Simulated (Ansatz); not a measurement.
**AlN: single-point calculation**

AlN (slab, 8 atoms in the cell), computed with DFT PBEsol, scalar-relativistic, plane waves, PAW, no spin polarisation (Ansatz 0.2.0).

The structure derives from an entry of the Crystallography Open Database. It belongs to a series of runs on one base structure; here: the substrate alone at its places in the stack. Figures and captions count atoms from 1; the log counts them from 0 in places.

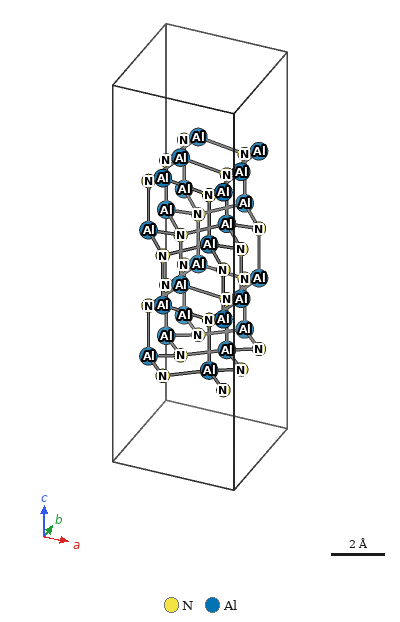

The structure (ball-and-stick view of the 2 × 3 repeat of the cell, with the vacuum cut short, seen slightly off an axis). An atom can appear more than once, as a periodic image.

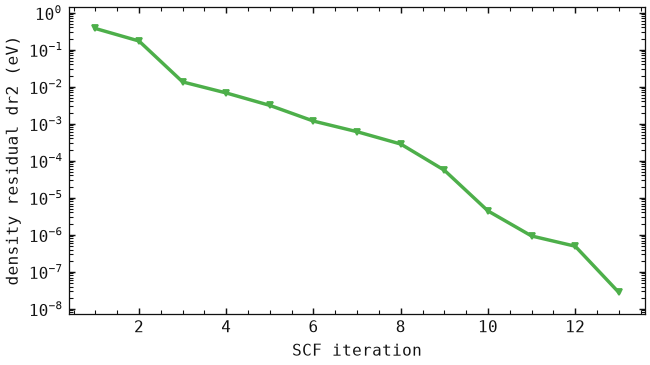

Convergence of the self-consistent field: density residual dr2 against the SCF iteration. The residual falls at every step.

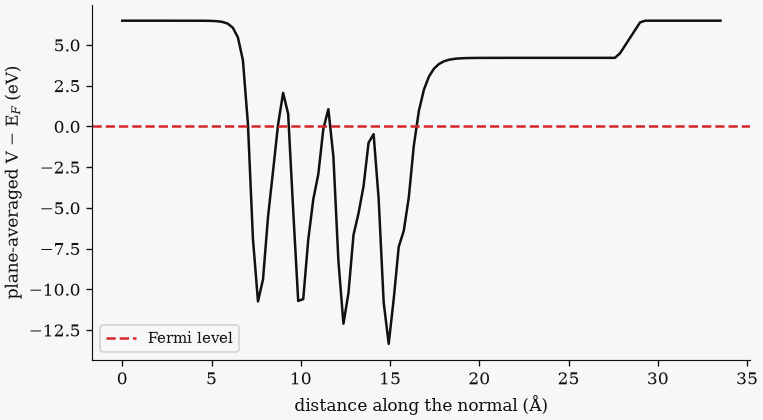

Plane average of the electrostatic potential energy of an electron across the cell, from the Fermi level. The vacuum level lies 4.21 eV above the Fermi level on the upper side and 6.49 eV on the lower.

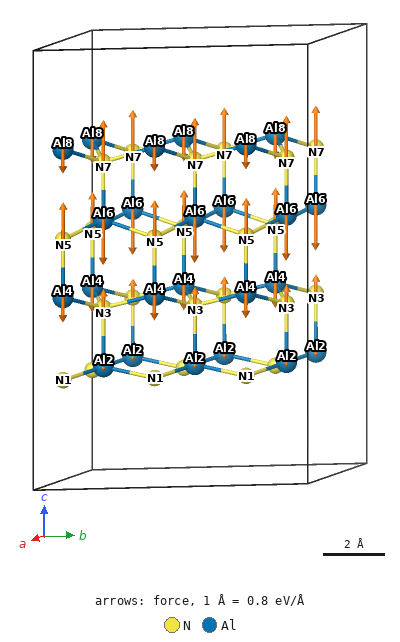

Forces on the atoms as orange arrows (ball-and-stick view of the 2 × 3 repeat of the cell, with the vacuum cut short, seen slightly off an axis; atoms are numbered from 1 in the order of the input); the smallest are left out. The largest act on Al6 (1.23 eV/Å); N7 (1.13 eV/Å); N5 (1.01 eV/Å); Al4 (0.68 eV/Å), among others. The geometry is not a stationary point of this energy.

The input and output of the run follow.

## Input file
```yaml
crystal:
  lattice:
    - [3.1136926474, 0.0, 0.0]
    - [-1.5568463237, 2.6965369322, 0.0]
    - [0.0, 0.0, 33.7906361247]
  atoms:
    - { symbol: "N", position: [0.7537991017, 0.2462008983, 0.2255274787] }
    - { symbol: Al, position: [0.4204598536, 0.5795401464, 0.2348017404] }
    - { symbol: "N", position: [0.4211082388, 0.5788917612, 0.2934931942] }
    - { symbol: Al, position: [0.754369118, 0.245630882, 0.3076345497] }
    - { symbol: "N", position: [0.754612651, 0.245387349, 0.3650713961] }
    - { symbol: Al, position: [0.4212009309, 0.5787990691, 0.3810248528] }
    - { symbol: "N", position: [0.421429096, 0.578570904, 0.4380885086] }
    - { symbol: Al, position: [0.7547130862, 0.2452869138, 0.4548153548] }
basis:
  ecutwfc: 420
kpoints:
  mp_grid: { grid: [12, 12, 1] }
hamiltonian:
  xc: pbesol
scf:
  occupations: { method: gaussian, width: 0.1 }
output:
  forces: true
  stress: true
  eigenvalues: true
efield:
  axis: 3
  dipole_correction: true
  ramp_width: 0.04
```

Launched with:
```bash
ansatz run input.yaml --threads 4 --pin off --max-ram 10240MiB --backend cpu --events-out ev --progress --plain --runs-dir out
```

## What the program printed
```
Engine: ansatz 0.2.0, x86_64-unknown-linux-gnu
Pseudopotentials: kind: paw
Pseudopotential: N, paw, valence charge 5, recommended cutoff 420 eV (normal), N.paw.azcp
Pseudopotential: Al, paw, valence charge 3, recommended cutoff 420 eV (normal), Al.paw.azcp
Functional definition: PBEsol
  exchange = pbesol_x
  correlation = pbesol_c
Crystal: 8 atoms, lattice volume = 283.713 Å³
Basis set: ecut = 420 eV, 5513 PW (Γ), exchange–correlation on 48×48×480 points (8 copies of the dense FFT grid, shifted against one another)
Bands: 24, of which v1, the nominal top of the filled ones, is band 16 counted from 1 (15 counted from 0)
Symmetry: 2 space group operations
Space group: Cm (ITA 8), of the structure as read, at distance tolerance 6.6e-5 Å
k-points: 43 of 144 (time reversal used)
Non-local potential: N, projectors of the file, l = 0: 2, l = 1: 2, l = 2: 1
Non-local potential: Al, projectors of the file, l = 0: 2, l = 1: 2, l = 2: 1
PAW form: soft (Blöchl's): semilocal exchange-correlation on the pseudo side does not see the compensation charge
PAW frozen core: N, regenerated for the run's functional, and the local potential with it (the file was generated under x = pbe(κ = 0.804, μ = 0.2195149727645171), c = pbe(β = 0.06672455060314922))
PAW frozen core: Al, regenerated for the run's functional, and the local potential with it (the file was generated under x = pbe(κ = 0.804, μ = 0.2195149727645171), c = pbe(β = 0.06672455060314922))
PAW one-centre angular grid: N, 110 points (default); XC on 64 Gauss nodes
PAW one-centre angular grid: Al, 110 points (default); XC on 64 Gauss nodes
Initial density: superposition of atomic densities (neutral atoms: chi_scale 0, normalization atom), corrected by the library's trained network
Initial wavefunctions: pseudopotential atomic-orbital guess
Functional: x = pbesol(κ = 0.804, μ = 0.12345679012345678), c = pbesol(β = 0.046)
SCF iter   1: F=—  HF=-3620.212204 eV  |F-HF|=—  |Δ(HF+E_count)|=         —  Δρ=5.14e-3  dr2=3.75e-1  ethr=1.77e-3  p=0.093 e·Å  D=5.91e-2 V/Å  ΔV_dip=-2.00 eV  dr2_dipole=1.30e-1  V_vac-E_F(+/−)=4.02/6.02 eV  ⟨swp⟩=9.0  Hψ=7214  notcnv=0  defer=54
efield: sawtooth ramp at fractional position 0.8202 (placed from the atoms, in the widest stretch of the axis that holds none; the zero of the levels goes with the place), width 0.0400; the density the first Hamiltonian is built on has a dipole p = 0.093 e·Å; the dipole correction subtracts the counter field D = 5.91e-2 V/Å, which shifts the + side's vacuum level by -2.00 eV against the − side's; the planar-averaged density in the ramp window peaks in size at 1.1e-6 e/Å³
preconditioner: auto → LDOS  [metal: Δε(μ)=0.004 eV  Ē_g=11.478 eV  σ=0.100 eV  W_gap=0.02  n_scr=20 (ndim 8)  ℏωp=12.5 eV  f_vac=0.641  D(μ)=7.73/eV (n_scr^D=22)  β→1.0]
SCF iter   2: F=—  HF=-3620.187919 eV  |F-HF|=—  |Δ(HF+E_count)|=   2.43e-2  Δρ=2.98e-3  dr2=1.72e-1  ethr=1.17e-3  p=0.101 e·Å  D=6.43e-2 V/Å  ΔV_dip=-2.17 eV  dr2_dipole=6.23e-2  V_vac-E_F(+/−)=4.19/6.36 eV  ⟨swp⟩=2.0  Hψ=1548  notcnv=0  defer=100
SCF iter   3: F=—  HF=-3620.184619 eV  |F-HF|=—  |Δ(HF+E_count)|=   3.30e-3  Δρ=1.66e-3  dr2=1.35e-2  ethr=5.36e-4  p=0.102 e·Å  D=6.50e-2 V/Å  ΔV_dip=-2.20 eV  dr2_dipole=1.20e-4  V_vac-E_F(+/−)=4.20/6.40 eV  ⟨swp⟩=1.8  Hψ=1034  notcnv=0  defer=100
SCF iter   4: F=—  HF=-3620.184769 eV  |F-HF|=—  |Δ(HF+E_count)|=   1.51e-4  Δρ=7.71e-4  dr2=6.79e-3  ethr=4.23e-5  p=0.102 e·Å  D=6.53e-2 V/Å  ΔV_dip=-2.21 eV  dr2_dipole=1.29e-3  V_vac-E_F(+/−)=4.22/6.43 eV  ⟨swp⟩=2.4  Hψ=1523  notcnv=0  defer=100
SCF iter   5: F=—  HF=-3620.184619 eV  |F-HF|=—  |Δ(HF+E_count)|=   1.50e-4  Δρ=5.39e-4  dr2=3.13e-3  ethr=2.12e-5  p=0.103 e·Å  D=6.59e-2 V/Å  ΔV_dip=-2.23 eV  dr2_dipole=2.15e-4  V_vac-E_F(+/−)=4.22/6.45 eV  ⟨swp⟩=1.4  Hψ=963  notcnv=0  defer=100
SCF iter   6: F=—  HF=-3620.184269 eV  |F-HF|=—  |Δ(HF+E_count)|=   3.50e-4  Δρ=3.15e-4  dr2=1.18e-3  ethr=9.78e-6  p=0.105 e·Å  D=6.70e-2 V/Å  ΔV_dip=-2.26 eV  dr2_dipole=1.04e-5  V_vac-E_F(+/−)=4.21/6.47 eV  ⟨swp⟩=2.1  Hψ=1181  notcnv=0  defer=100
SCF iter   7: F=—  HF=-3620.184220 eV  |F-HF|=—  |Δ(HF+E_count)|=   4.91e-5  Δρ=2.78e-4  dr2=6.09e-4  ethr=3.68e-6  p=0.106 e·Å  D=6.75e-2 V/Å  ΔV_dip=-2.28 eV  dr2_dipole=8.31e-5  V_vac-E_F(+/−)=4.21/6.49 eV  ⟨swp⟩=1.7  Hψ=1089  notcnv=0  defer=100
SCF iter   8: F=—  HF=-3620.184217 eV  |F-HF|=—  |Δ(HF+E_count)|=   3.44e-6  Δρ=2.02e-4  dr2=2.83e-4  ethr=1.90e-6  p=0.106 e·Å  D=6.77e-2 V/Å  ΔV_dip=-2.29 eV  dr2_dipole=6.91e-5  V_vac-E_F(+/−)=4.21/6.50 eV  ⟨swp⟩=1.5  Hψ=1026  notcnv=0  defer=100
SCF iter   9: F=—  HF=-3620.184253 eV  |F-HF|=—  |Δ(HF+E_count)|=   3.61e-5  Δρ=1.16e-4  dr2=5.55e-5  ethr=8.83e-7  p=0.106 e·Å  D=6.77e-2 V/Å  ΔV_dip=-2.29 eV  dr2_dipole=9.72e-6  V_vac-E_F(+/−)=4.21/6.50 eV  ⟨swp⟩=1.2  Hψ=941  notcnv=0  defer=100
SCF iter  10: F=—  HF=-3620.184306 eV  |F-HF|=—  |Δ(HF+E_count)|=   5.29e-5  Δρ=3.80e-5  dr2=4.41e-6  ethr=1.73e-7  p=0.106 e·Å  D=6.76e-2 V/Å  ΔV_dip=-2.28 eV  dr2_dipole=2.09e-7  V_vac-E_F(+/−)=4.21/6.50 eV  ⟨swp⟩=2.0  Hψ=1295  notcnv=0  defer=100
SCF iter  11: F=—  HF=-3620.184312 eV  |F-HF|=—  |Δ(HF+E_count)|=   6.94e-6  Δρ=1.76e-5  dr2=9.28e-7  ethr=1.38e-8  p=0.106 e·Å  D=6.75e-2 V/Å  ΔV_dip=-2.28 eV  dr2_dipole=2.64e-11  V_vac-E_F(+/−)=4.21/6.50 eV  ⟨swp⟩=2.2  Hψ=1606  notcnv=0  defer=100
SCF iter  12: F=—  HF=-3620.184314 eV  |F-HF|=—  |Δ(HF+E_count)|=   1.62e-6  Δρ=1.06e-5  dr2=4.91e-7  ethr=2.90e-9  p=0.106 e·Å  D=6.75e-2 V/Å  ΔV_dip=-2.28 eV  dr2_dipole=7.74e-8  V_vac-E_F(+/−)=4.21/6.50 eV  ⟨swp⟩=2.1  Hψ=1561  notcnv=0  defer=100
SCF iter  13: F=-3620.184315 eV  HF=-3620.184315 eV  |F-HF|=1.62e-7  |Δ(HF+E_count)|=   4.97e-7  Δρ=2.73e-6  dr2=2.77e-8  ethr=3.13e-10  p=0.106 e·Å  D=6.75e-2 V/Å  ΔV_dip=-2.28 eV  dr2_dipole=1.56e-9  V_vac-E_F(+/−)=4.21/6.50 eV  ⟨swp⟩=18.6  Hψ=6958  notcnv=0
SCF 1 converged in 13 iterations: F = -3620.184315 eV  dr2 = 2.77e-8
  greatest PAW one-centre occupation: 0.797 electrons in one spin orbital (limit 2), on the N atom at site 0 (counted from 0), in its partial waves of l = 0
SCF converged after 13 iterations
Free energy (F): -3620.184315 eV
Harris-Foulkes:  -3620.184315 eV  (|F-HF|=1.62e-7)
Internal energy: -3620.146829 eV  (E = F + TS)
E sigma→0 (E₀):  -3620.165572 eV
Entropy (-TS):   -0.037486 eV (-4.686 meV/atom)
Fermi energy:    -1.272697 eV
Dipole field:    D = 0.067501 V/Å  (p = 0.105834 e·Å, saw-weighted, corrected)
Work function:   Φ+ = 4.2135 eV   Φ− = 6.4944 eV
Levels:          The Fermi level and band energies are counted from a zero that moves with the ramp; work functions are not
--- Per-component energies (eV) ---
  E_band       = -243.644318
  E_kinetic    = 631.556667
  E_local      = -32825.343164  (includes V_loc(G=0)·N_el)
  E_nonlocal   = 223.973778
  E_hartree    = 16122.551885
  E_xc         = -400.079414
  E_vxc        = -426.246789  (∫ρ·V_xc dr)
  E_paw        = -2310.787679  (= ΣΔE_a)
  E_vpaw       = -93.012715  (= ΣTr[D̂ρ^β])
  E_aug_tail   = 0.000372  (compensation charges beyond the density's cutoff)
  E_efield     = 0.003572  (sawtooth field / dipole correction)
  E_vefield    = 0.325906  (∫n·V_field dr)
  E_ewald      = 14937.788203
  E_core_change = 0.188951  (= ΣΔE_core)
  E_smearing   = -0.037486  (= −TS)
  E_closure    = -0.000000  (closes the sum)
  Σ components = -3620.184315   (vs F -3620.184315, Δ=0.00e0)
--- Forces (eV/Å), atoms counted from 1 ---
  atom   1  N      0.00013042    -0.00007530     0.04365554
  atom   2  Al     0.00508396    -0.00293523    -0.12630351
  atom   3  N     -0.00876791     0.00506215     0.50628914
  atom   4  Al     0.00590339    -0.00340832    -0.67502949
  atom   5  N     -0.00695503     0.00401549     1.00728878
  atom   6  Al     0.00665564    -0.00384263    -1.22851169
  atom   7  N     -0.00493155     0.00284723     1.13077775
  atom   8  Al     0.00289072    -0.00166896    -0.65803444
  max |Σ_I F_I| component: 1.32e-4 eV/Å
--- Stress (GPa, compression-positive) ---
        1.032796      -0.002431      -0.007374
       -0.002431       1.029989       0.004257
       -0.007374       0.004257       0.320085
  P = ⅓ Tr σ = 0.7943 GPa (7.943 kbar)
--- Band table (eV; the first three rows and the last of 43) ---
  k-point 0: bands = ["-18.5088", "-17.1273", "-16.0707", "-14.5222", "-8.7611", "-6.5591", "-4.7686", "-4.7675", "-4.4592", "-3.4825", "-3.4806", "-2.5919", "-2.5893", "-2.2744", "-1.7144", "-1.7126", "-1.5327", "1.7631", "2.7854", "3.1861", "3.5124", "4.0885", "4.3978", "4.9957"]
  k-point 1: bands = ["-18.4276", "-17.0487", "-15.9966", "-14.4602", "-8.6700", "-6.5488", "-5.2129", "-4.8445", "-4.4064", "-3.7873", "-3.5523", "-3.0151", "-2.6601", "-2.1130", "-2.0181", "-1.7524", "-1.4187", "2.0170", "2.9497", "3.4256", "3.7167", "4.3137", "4.5239", "5.1789"]
  k-point 2: bands = ["-18.1936", "-16.8230", "-15.7843", "-14.2863", "-8.4099", "-6.7408", "-5.8757", "-5.0423", "-4.8693", "-4.2822", "-3.7386", "-3.6210", "-2.8386", "-2.8099", "-1.8618", "-1.7061", "-1.3396", "2.5821", "3.2973", "3.8573", "4.2549", "4.7252", "4.8821", "5.3840"]
  k-point 42: bands = ["-16.9302", "-15.6538", "-14.6881", "-13.5377", "-9.4175", "-8.2840", "-7.1975", "-6.3046", "-5.8881", "-5.7321", "-4.6483", "-4.3990", "-3.4624", "-3.2643", "-2.3036", "-1.5062", "-0.4073", "1.1594", "2.8169", "3.7927", "4.3815", "4.7754", "6.5465", "6.9082"]
```

## Summary

- outcome: converged
- electrons treated: 32
- free energy: −3620.1843 eV
- work function, top face: 4.21 eV
- work function, bottom face: 6.49 eV
- Fermi energy: −1.273 eV
- gap on the k-point mesh: none (metallic)
- work function (upper face): 4.21 eV
- largest force (length of the vector): 1.229 eV/Å
- hardware: 4 threads of AMD EPYC (Zen 3), 144 GiB of memory available, shared host
- wall time: 8.9 s (CPU time 33 s)
- peak memory: 0.7 GiB
